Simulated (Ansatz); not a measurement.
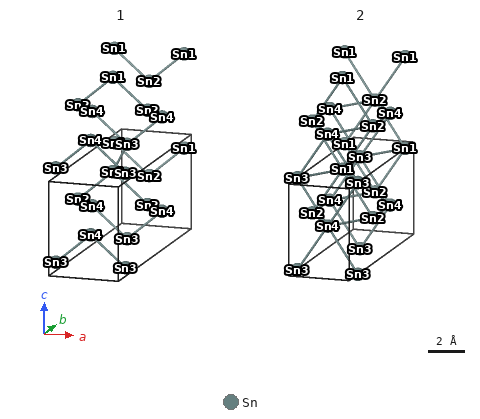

Two geometries of a crystal of Sn (built on the black phosphorus_64 type) (coarse preliminary run), drawn at one scale. One is the start of a relaxation, the other its converged end. A ball-and-stick model of the conventional cell (2 times the calculation's cell), repeated 1 × 1 × 2 with one cell outlined, seen slightly off an axis. Lengths and directions refer to the drawn axes.

The calculation used DFT r2SCAN, scalar-relativistic, plane waves, PAW in Ansatz 0.2.0. Set-up: plane-wave cutoff 500 eV; k-point mesh 4 × 4 × 4; occupations gaussian; smearing width 0.1 eV; no spin polarisation; cell and atoms relaxed; force threshold 0.04 eV/Å; at most 70 steps.

Question: Which of the two is the end point?

Answer: Structure 2 is the relaxed one. Case: black phosphorus type (Cmce, No. 64). After 9 accepted moves (11 points after the start) the energy has fallen by 477 meV per atom. Largest force component: 1.1 eV/Å at the start, 0.033 eV/Å at the end. Pressure: 4.54 GPa at the start and −0.20 GPa at the end. The line search rejected the trial step at point 8 of the run. At 1 point the geometry stayed and the basis and grid were re-selected for the new cell (energy shift of 0.1 meV per atom at most each time). The largest moves relative to the cell, 0.64 Å, are those of Sn1, Sn2, Sn3 and Sn4. Sn3 goes roughly along [0 1 −2]. The drawn cell changes as follows: a 4.134 → 3.591 Å (−13.1 %), b 13.114 → 11.644 Å (−11.2 %), c 5.470 → 5.326 Å (−2.6 %); the volume changes by −24.9 %. Among the contacts that change: Sn1–Sn3 4.597 → 3.237 Å, Sn1–Sn2 4.256 → 3.212 Å, Sn1–Sn2 (another image) 2.709 → 3.211 Å, Sn1–Sn3 (another image) 2.752 → 3.129 Å. New bonds form: Sn1–Sn2 (4.26 → 3.21 Å), Sn1–Sn3 (4.60 → 3.24 Å), Sn2–Sn4 (4.60 → 3.24 Å), Sn3–Sn4 (4.26 → 3.21 Å). Among the angles between lasting bonds that change: Sn2–Sn1–Sn2 99.5° → 68.0°, Sn2–Sn1–Sn3 103.4° → 90.0°. The space group (tolerance 0.01 Å) goes from Cmce (No. 64) to Fmmm (No. 69).
